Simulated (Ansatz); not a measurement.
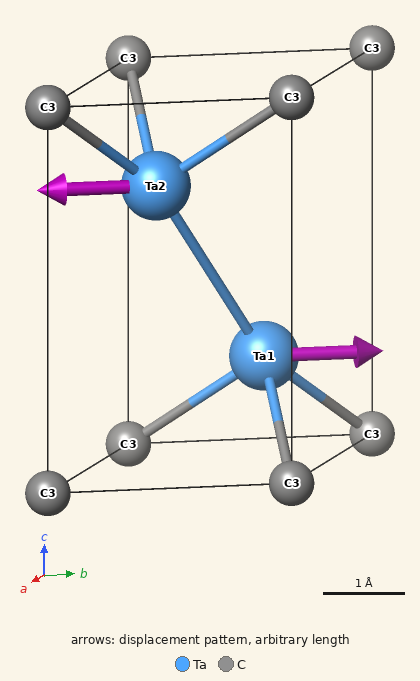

Normal modes of a crystal of Ta2C at 0.98 times its rest volume, at the zone centre. The optical levels lie at 133 (×2), 224, 665, 681 (×2) cm⁻¹. One mode is drawn. The purple arrows are the displacements of the atoms (eigenvector over the root of the mass), of arbitrary overall length and sign. Style: ball-and-stick. Shown: the cell of the calculation, slightly off an axis.

Level of theory: DFT PBEsol, scalar-relativistic, plane waves, PAW (Ansatz 0.2.0). (plane-wave cutoff 420 eV; k-point mesh 18 × 18 × 8; occupations fermi dirac; smearing width 0.15 eV; no spin polarisation)

The frequencies depend somewhat on the k-mesh and the smearing.

**To which level does it belong?**

The level at 133 cm⁻¹. This is the E_g mode (doubly degenerate; one member of the set is drawn), the lowest optical level, Raman-active by symmetry. The C atoms stay at rest; all motion is along b; atoms of one kind move against one another, with no net shift of their sublattice.
